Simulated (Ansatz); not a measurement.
# What a change does: single-point calculation on Ga$_{2}$O$_{3}$

System: Ga$_{2}$O$_{3}$ (R-3c, 10 atoms in the cell).
Method of the first run: DFT, PBE, plane waves, PAW, no spin polarisation (Ansatz 0.2.0).

The structure was built on a prototype by a generator. The geometry comes from this level: r2SCAN (a point of a series of volumes). Text and figures count atoms from 1; the logs count them from 0 in places.

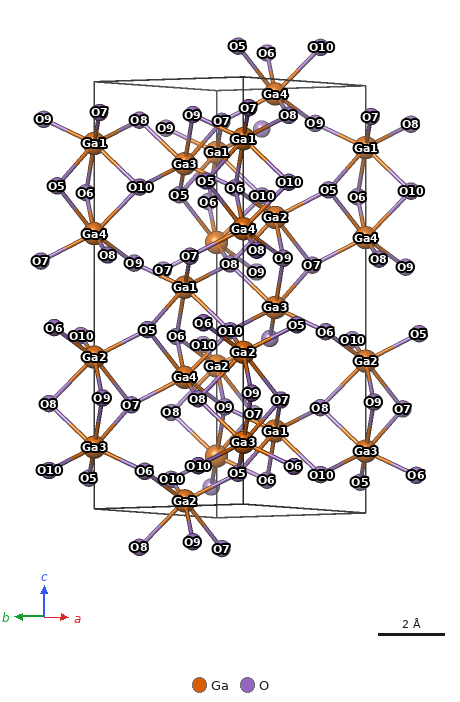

Fig. 1: The structure as given in the input (ball-and-stick view of the cell 3 times as large as that of the calculation, set on its symmetry axes, seen at an oblique angle; bonded neighbours outside the cell are drawn too; atoms are numbered from 1 in the order of the input). Near neighbours in the crystal (not all of them lie inside the picture): Ga has 6 O at 1.87 to 2.02 Å; O has 4 Ga at 1.87 to 2.02 Å.

**The input, the first run**
```yaml
crystal:
  lattice:
    - [2.4239439801, 1.3994647094, 4.3578243049]
    - [-2.4239439801, 1.3994647094, 4.3578243049]
    - [0.0, -2.7989294188, 4.357824305]
  atoms:
    - { symbol: Ga, position: [0.8554260895, 0.8554260895, 0.8554260895] }
    - { symbol: Ga, position: [0.3554260895, 0.3554260895, 0.3554260895] }
    - { symbol: Ga, position: [0.1445739105, 0.1445739105, 0.1445739105] }
    - { symbol: Ga, position: [0.6445739105, 0.6445739105, 0.6445739105] }
    - { symbol: O, position: [0.4463666996, 0.0536333004, 0.75] }
    - { symbol: O, position: [0.0536333004, 0.75, 0.4463666996] }
    - { symbol: O, position: [0.5536333004, 0.9463666996, 0.25] }
    - { symbol: O, position: [0.25, 0.5536333004, 0.9463666996] }
    - { symbol: O, position: [0.9463666996, 0.25, 0.5536333004] }
    - { symbol: O, position: [0.75, 0.4463666996, 0.0536333004] }
kpoints:
  mp_grid: { grid: [2, 2, 2] }
hamiltonian:
  xc: pbe
scf:
  occupations: { method: fermi_dirac, width: 0.02 }
  n_extra_bands: 6
output:
  forces: true
  stress: true
  eigenvalues: true
basis:
  ecutwfc: 260
```

Launched with:
```bash
ansatz run input.yaml --threads 2 --pin off --max-ram 3686MiB --backend cpu --events-out ev --progress --plain --runs-dir out
```

Hardware: 2 threads of Arm Neoverse V2, 24 GiB of memory available, shared host.

**Output, shortened to warnings, some set-up lines, iterations and results (the first run)**
```
Warning: basis.ecutwfc = 260 eV is below the records' recommended 420 eV, and the density's cutoff is lower with it unless basis.ecutrho_ratio is high enough to keep the records' density cutoff: compare with a run at a higher cutoff
Basis set: ecut = 260 eV, 845 PW (Γ), exchange–correlation on 60×60×60 points (8 copies of the dense FFT grid, shifted against one another)
Symmetry: 12 space group operations
k-points: 4 of 8
Initial density: superposition of atomic densities (neutral atoms: chi_scale 0, normalization atom), corrected by the library's trained network
[...]
SCF iter   1: F=—  HF=-18528.053202 eV  |F-HF|=—  |Δ(HF+E_count)|=         —  Δρ=4.67e-2  dr2=5.55e-1  ethr=1.77e-3  ⟨swp⟩=6.2  Hψ=715  notcnv=0
SCF iter   2: F=—  HF=-18527.610735 eV  |F-HF|=—  |Δ(HF+E_count)|=   4.42e-1  Δρ=1.95e-2  dr2=7.66e-2  ethr=6.31e-4  ⟨swp⟩=2.0  Hψ=423  notcnv=0  defer=8
SCF iter   3: F=—  HF=-18527.631372 eV  |F-HF|=—  |Δ(HF+E_count)|=   2.06e-2  Δρ=8.02e-3  dr2=1.93e-2  ethr=8.70e-5  ⟨swp⟩=2.0  Hψ=273  notcnv=0  defer=8
SCF iter   4: F=—  HF=-18527.631940 eV  |F-HF|=—  |Δ(HF+E_count)|=   5.68e-4  Δρ=1.78e-3  dr2=2.08e-3  ethr=2.19e-5  ⟨swp⟩=2.0  Hψ=280  notcnv=0  defer=8
SCF iter   5: F=—  HF=-18527.631005 eV  |F-HF|=—  |Δ(HF+E_count)|=   9.35e-4  Δρ=3.53e-4  dr2=9.26e-5  ethr=2.37e-6  ⟨swp⟩=2.0  Hψ=363  notcnv=0  defer=8
SCF iter   6: F=—  HF=-18527.631068 eV  |F-HF|=—  |Δ(HF+E_count)|=   6.31e-5  Δρ=7.08e-5  dr2=3.54e-6  ethr=1.05e-7  ⟨swp⟩=2.0  Hψ=354  notcnv=0  defer=8
SCF iter   7: F=—  HF=-18527.631069 eV  |F-HF|=—  |Δ(HF+E_count)|=   1.06e-6  Δρ=1.69e-5  dr2=3.67e-7  ethr=4.02e-9  ⟨swp⟩=2.8  Hψ=366  notcnv=0  defer=8
SCF iter   8: F=-18527.631070 eV  HF=-18527.631070 eV  |F-HF|=1.25e-8  |Δ(HF+E_count)|=   3.07e-7  Δρ=4.68e-6  dr2=1.85e-8  ethr=1.14e-10  ⟨swp⟩=10.2  Hψ=814  notcnv=0
SCF 1 converged in 8 iterations: F = -18527.631070 eV  dr2 = 1.85e-8
SCF converged after 8 iterations
Free energy (F): -18527.631070 eV
Harris-Foulkes:  -18527.631070 eV  (|F-HF|=1.25e-8)
Internal energy: -18527.631070 eV  (E = F + TS)
E sigma→0 (E₀):  -18527.631070 eV
Fermi energy:    12.300774 eV
--- Per-component energies (eV) ---
  E_band       = 91.909095
  E_kinetic    = 1579.792558
  E_local      = -8200.912863  (includes V_loc(G=0)·N_el)
  E_nonlocal   = 2038.816709
  E_hartree    = 3749.347318
  E_xc         = -729.083002
  E_vxc        = -812.405171  (∫ρ·V_xc dr)
  E_paw        = -8978.835203  (= ΣΔE_a)
  E_vpaw       = -2012.084322  (= ΣTr[D̂ρ^β])
  E_aug_tail   = 0.008957  (compensation charges beyond the density's cutoff)
  E_ewald      = -7986.765543
  E_smearing   = -0.000000  (= −TS)
  E_closure    = -0.000000  (closes the sum)
  Σ components = -18527.631070   (vs F -18527.631070, Δ=0.00e0)
--- Forces (eV/Å), atoms counted from 1 ---
  atom   1  Ga     0.00000000    -0.00000000    -0.56114071
  atom   2  Ga    -0.00000000    -0.00000000    -0.56114071
  atom   3  Ga    -0.00000000     0.00000000     0.56114071
  atom   4  Ga     0.00000000     0.00000000     0.56114071
  atom   5  O      0.24886371    -0.00000000    -0.00000000
  atom   6  O     -0.12443185    -0.21552229     0.00000000
  atom   7  O     -0.24886371    -0.00000000     0.00000000
  atom   8  O      0.12443185    -0.21552229     0.00000000
  atom   9  O      0.12443185     0.21552229    -0.00000000
  atom  10  O     -0.12443185     0.21552229    -0.00000000
  max |Σ_I F_I| component: 1.11e-16 eV/Å
--- Stress (GPa, compression-positive) ---
       43.529340       0.000000       0.000000
        0.000000      43.529340      -0.000000
        0.000000      -0.000000      33.753910
  P = ⅓ Tr σ = 40.2709 GPa (402.709 kbar)
```

The input of the second run differs as follows (lines with − go, lines with + come):
```diff
-    - [2.4239439801, 1.3994647094, 4.3578243049]
-    - [-2.4239439801, 1.3994647094, 4.3578243049]
-    - [0.0, -2.7989294188, 4.357824305]
+    - [2.4585764303, 1.4194597639, 4.4200873499]
+    - [-2.4585764303, 1.4194597639, 4.4200873499]
+    - [0.0, -2.8389195277, 4.42008735]
```

What does this change do to the results?

With the same functional and potentials, the second run lies 14.0 meV per atom lower. The gap on the mesh goes from 3.74 to 3.25 eV. The pressure goes from 40.27 to 23.76 GPa. The volume per atom goes from 8.87 to 9.26 Å³. The cell is scaled evenly with the atoms at fixed fractional positions, so −ΔP/Δ ln V estimates the bulk modulus midway between the two volumes: about 390 GPa. The number of SCF iterations is the same. The plane waves at Γ go from 845 to 887.

**Output, shortened to warnings, some set-up lines, iterations and results (the second run)**
```
Warning: basis.ecutwfc = 260 eV is below the records' recommended 420 eV, and the density's cutoff is lower with it unless basis.ecutrho_ratio is high enough to keep the records' density cutoff: compare with a run at a higher cutoff
Basis set: ecut = 260 eV, 887 PW (Γ), exchange–correlation on 60×60×60 points (8 copies of the dense FFT grid, shifted against one another)
Symmetry: 12 space group operations
k-points: 4 of 8
Initial density: superposition of atomic densities (neutral atoms: chi_scale 0, normalization atom), corrected by the library's trained network
[...]
SCF iter   1: F=—  HF=-18528.246349 eV  |F-HF|=—  |Δ(HF+E_count)|=         —  Δρ=4.77e-2  dr2=6.16e-1  ethr=1.77e-3  ⟨swp⟩=6.0  Hψ=713  notcnv=0
SCF iter   2: F=—  HF=-18527.748945 eV  |F-HF|=—  |Δ(HF+E_count)|=   4.97e-1  Δρ=1.97e-2  dr2=8.29e-2  ethr=6.99e-4  ⟨swp⟩=2.0  Hψ=423  notcnv=0  defer=8
SCF iter   3: F=—  HF=-18527.771336 eV  |F-HF|=—  |Δ(HF+E_count)|=   2.24e-2  Δρ=8.24e-3  dr2=2.14e-2  ethr=9.42e-5  ⟨swp⟩=2.0  Hψ=267  notcnv=0  defer=8
SCF iter   4: F=—  HF=-18527.771612 eV  |F-HF|=—  |Δ(HF+E_count)|=   2.76e-4  Δρ=1.67e-3  dr2=2.00e-3  ethr=2.44e-5  ⟨swp⟩=2.0  Hψ=280  notcnv=0  defer=8
SCF iter   5: F=—  HF=-18527.770752 eV  |F-HF|=—  |Δ(HF+E_count)|=   8.61e-4  Δρ=3.67e-4  dr2=1.03e-4  ethr=2.28e-6  ⟨swp⟩=2.0  Hψ=362  notcnv=0  defer=8
SCF iter   6: F=—  HF=-18527.770811 eV  |F-HF|=—  |Δ(HF+E_count)|=   5.98e-5  Δρ=7.25e-5  dr2=3.55e-6  ethr=1.17e-7  ⟨swp⟩=2.0  Hψ=354  notcnv=0  defer=8
SCF iter   7: F=—  HF=-18527.770845 eV  |F-HF|=—  |Δ(HF+E_count)|=   3.32e-5  Δρ=1.72e-5  dr2=4.01e-7  ethr=4.04e-9  ⟨swp⟩=2.0  Hψ=313  notcnv=0  defer=8
SCF iter   8: F=-18527.770845 eV  HF=-18527.770845 eV  |F-HF|=1.25e-8  |Δ(HF+E_count)|=   3.27e-7  Δρ=4.66e-6  dr2=1.99e-8  ethr=1.14e-10  ⟨swp⟩=9.8  Hψ=816  notcnv=0
SCF 1 converged in 8 iterations: F = -18527.770845 eV  dr2 = 1.99e-8
SCF converged after 8 iterations
Free energy (F): -18527.770845 eV
Harris-Foulkes:  -18527.770845 eV  (|F-HF|=1.25e-8)
Internal energy: -18527.770845 eV  (E = F + TS)
E sigma→0 (E₀):  -18527.770845 eV
Fermi energy:    11.354583 eV
--- Per-component energies (eV) ---
  E_band       = 32.101259
  E_kinetic    = 1571.593292
  E_local      = -8362.042854  (includes V_loc(G=0)·N_el)
  E_nonlocal   = 2038.782117
  E_hartree    = 3805.087118
  E_xc         = -726.425724
  E_vxc        = -808.812330  (∫ρ·V_xc dr)
  E_paw        = -8980.512004  (= ΣΔE_a)
  E_vpaw       = -2017.599848  (= ΣTr[D̂ρ^β])
  E_aug_tail   = 0.008112  (compensation charges beyond the density's cutoff)
  E_ewald      = -7874.260902
  E_smearing   = -0.000000  (= −TS)
  E_closure    = 0.000000  (closes the sum)
  Σ components = -18527.770845   (vs F -18527.770845, Δ=0.00e0)
--- Forces (eV/Å), atoms counted from 1 ---
  atom   1  Ga    -0.00000000    -0.00000000    -0.55875775
  atom   2  Ga     0.00000000    -0.00000000    -0.55875775
  atom   3  Ga     0.00000000     0.00000000     0.55875775
  atom   4  Ga    -0.00000000     0.00000000     0.55875775
  atom   5  O      0.32764023     0.00000000     0.00000000
  atom   6  O     -0.16382011    -0.28374476     0.00000000
  atom   7  O     -0.32764023     0.00000000     0.00000000
  atom   8  O      0.16382011    -0.28374476     0.00000000
  atom   9  O      0.16382011     0.28374476    -0.00000000
  atom  10  O     -0.16382011     0.28374476    -0.00000000
  max |Σ_I F_I| component: 1.67e-16 eV/Å
--- Stress (GPa, compression-positive) ---
       26.787515      -0.000000      -0.000000
        0.000000      26.787515      -0.000000
       -0.000000      -0.000000      17.701696
  P = ⅓ Tr σ = 23.7589 GPa (237.589 kbar)
```

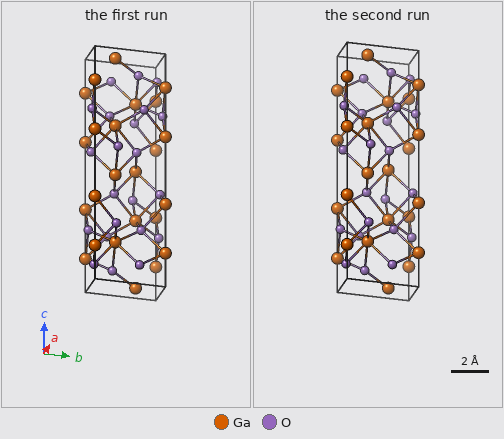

Fig. 2: The two input geometries at one scale (ball-and-stick view of the cell 3 times as large as that of the calculation, set on its symmetry axes, seen at an oblique angle). No atom moves by more than 0.005 Å relative to the cell. The drawn cell changes as follows: a = b 4.848 → 4.917 Å (+1.4 %), c 13.073 → 13.260 Å (+1.4 %); the volume changes by +4.3 %. Among the contacts that change: Ga–O 2.017 → 2.045 Å, Ga–O 1.872 → 1.899 Å.

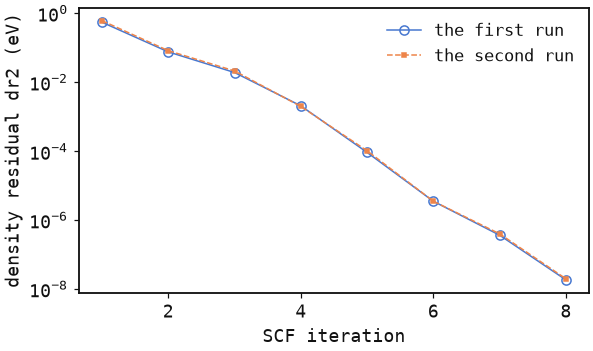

Fig. 3: Convergence of the two runs: density residual dr2 against the SCF iteration. The first run takes 8 iterations in all, and the second run takes 8.

**The two runs side by side**

```tsv
quantity	the first run	the second run
outcome	converged	converged
free energy per atom (eV)	−1852.7631	−1852.7771
gap on the mesh (eV)	3.74	3.25
pressure (GPa)	40.27	23.76
volume per atom (Å³)	8.87	9.26
largest force (eV/Å)	0.561	0.559
SCF iterations	8	8
irreducible k-points	4	4
plane waves at Γ	845	887
wall time (shared host)	0.53 s	0.53 s
```

For both runs: Warnings: the cutoff is below the recommended one. The k-point mesh is coarse for a cell of this size, so the results may not be converged.
